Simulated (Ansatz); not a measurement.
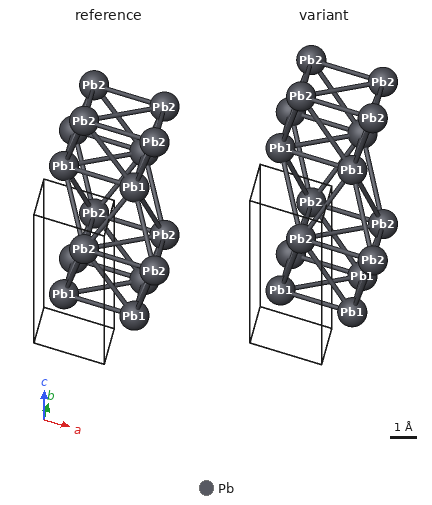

Left: a symmetric starting cell of Pb. Right: the same structure after one change, at the same scale. The picture is a ball-and-stick view of the cell of the calculation, repeated 2 × 2 × 2 with one cell outlined, seen from a free direction.

Theory: Ansatz 0.2.0, DFT PBE, scalar-relativistic, plane waves, PAW. Set-up: plane-wave cutoff 420 eV; k-point mesh 15 × 15 × 8; occupations gaussian; smearing width 0.1 eV; no spin polarisation.

**Which change leads from the left to the right?**

The cell is strained by +10.9 % along c and +1.9 % across it (volume +15.2 %), the atoms keeping their fractional coordinates. No relaxation follows. The starting cell wasn't computed here and needn't be at equilibrium, so pressure and forces aren't due to the change alone.

**How do the computed properties respond?**

Among the bonded contacts that change: Pb–Pb 3.442 → 3.715 Å, Pb–Pb 3.480 → 3.547 Å. The space group stays P6_3/mmc (No. 194). The pressure is −1.9 GPa (not all of it need come from the change, since the unchanged cell can be under pressure at this level too). The principal stresses (compression positive) are −3.5 GPa along c and −1.1 GPa across it. All forces vanish by symmetry.
